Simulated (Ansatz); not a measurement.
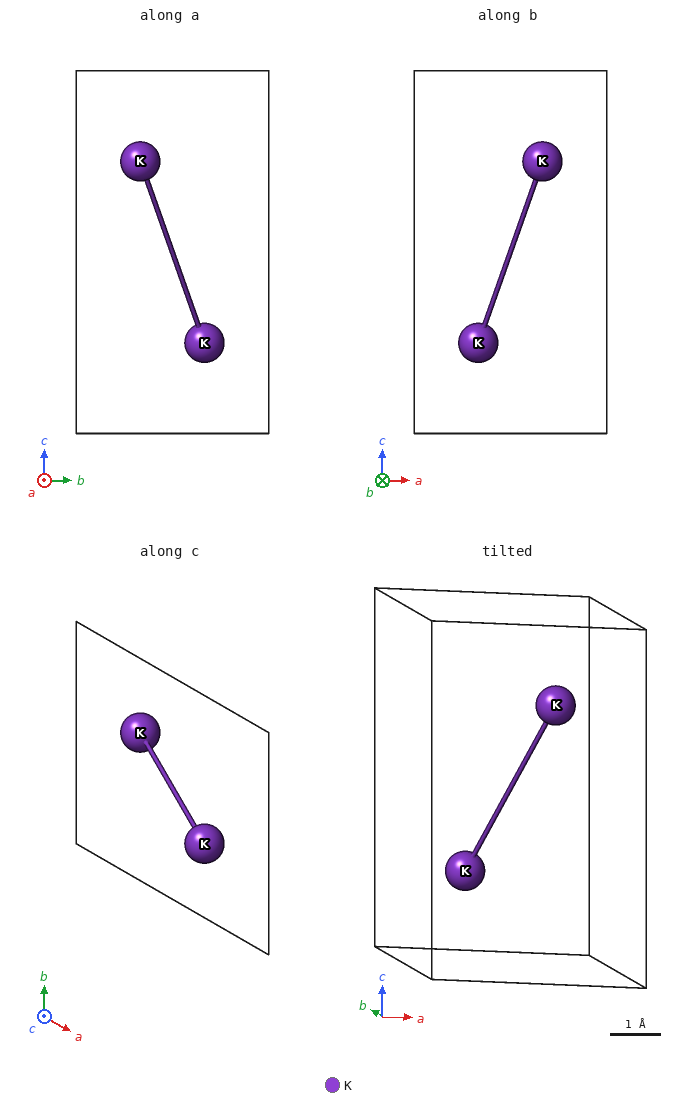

The image is a ball-and-stick drawing of a crystal, viewed along the a axis, along the b axis, along the c axis and slightly off an axis. The conventional unit cell is drawn as a box.

Lattice parameters: a = 4.5273 Å, b = 4.5273 Å, c = 7.3931 Å, α = 90.000°, β = 90.000°, γ = 120.000°.

> Set out the cell and atoms as a CIF in P1 with every atom of the cell.

```cif
data_structure
_symmetry_space_group_name_H-M 'P 1'
_symmetry_Int_Tables_number 1
_cell_length_a 4.5273
_cell_length_b 4.5273
_cell_length_c 7.3931
_cell_angle_alpha 90.000
_cell_angle_beta 90.000
_cell_angle_gamma 120.000
_cell_volume 131.23
loop_
_atom_site_label
_atom_site_type_symbol
_atom_site_fract_x
_atom_site_fract_y
_atom_site_fract_z
_atom_site_occupancy
K1 K 0.3333 0.6667 0.2500 1
K2 K 0.6667 0.3333 0.7500 1
```

The model was built from a structure type filled with this element by a generator (whether the element takes this form wasn't checked). Earlier steps of the study may have refined or changed the cell and positions. It was the input of a calculation with Ansatz.
